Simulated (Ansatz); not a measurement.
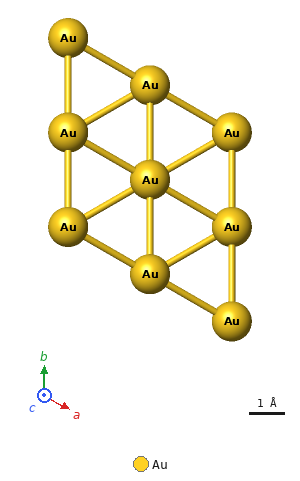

A crystal of Au (Im-3m): the cell is strained along y alone, with the atoms kept at their fractional coordinates. x, y and z are the Cartesian axes of the input. The picture shows the reference cell. The picture is a ball-and-stick view of the cell of the calculation, repeated 2 × 2 × 2 with one cell outlined, seen along the c axis.

All numbers below come from Ansatz, DFT PBEsol, scalar-relativistic, plane waves, PAW. Set-up: plane-wave cutoff 420 eV; k-point mesh 20 × 20 × 20; occupations gaussian; smearing width 0.15 eV; no spin polarisation. Energies (free energies at the smearing named) are counted from the cell as listed in its source, which wasn't relaxed.

Input file:
```yaml
crystal:
  lattice:
    - [-1.657269, 1.657269, 1.657269]
    - [1.657269, -1.657269, 1.657269]
    - [1.657269, 1.657269, -1.657269]
  atoms:
    - { symbol: Au, position: [0.0, 0.0, 0.0] }
basis:
  ecutwfc: 420
kpoints:
  mp_grid: { grid: [20, 20, 20] }
hamiltonian:
  xc: pbesol
scf:
  occupations: { method: gaussian, width: 0.15 }
output:
  forces: true
  stress: true
  eigenvalues: true
  write_density: true
  write_potential: true
  elf: true
  volumetric_format: npy
```

Command:
```bash
ansatz run input.yaml --threads 1 --pin off --max-ram 2560MiB --backend cpu --events-out ev --progress --plain --runs-dir out
```

Q: Predict the energy profile (the strain: −0.0600, −0.0450, −0.0300, −0.0150, 0.0000, 0.0150, 0.0300, 0.0450, 0.0525, 0.0600).

A:
```csv
strain,E − E(ref) (meV/atom)
−0.0600,−37.7
−0.0450,−33.7
−0.0300,−25.9
−0.0150,−14.6
0.0000,0.0
0.0150,17.5
0.0300,37.5
0.0450,59.5
0.0525,71.3
0.0600,83.5
```

The lowest computed point lies at the strain −0.06 (−37.7 meV/atom). The energy is still falling at the end of the range, so the minimum along this coordinate lies there or beyond. The end points stand at −37.7 meV/atom (−0.06) and 83.5 meV/atom (0.06). The unrelaxed reference is under a pressure of −9.4 GPa, which tilts the curve. The distortion takes the space group from Im-3m to I4/mmm. At the strain −0.06 the cell of the drawing goes a 2.870 → 2.814 Å, b 2.870 → 2.814 Å, c 2.870 → 2.814 Å, α 109.5° → 107.8°, β 109.5° → 112.8°, γ 109.5° → 107.8°.

The computed profile:

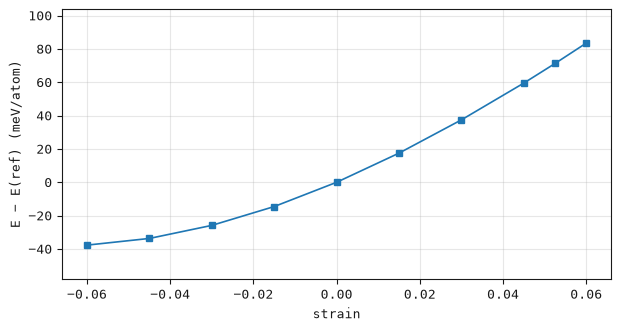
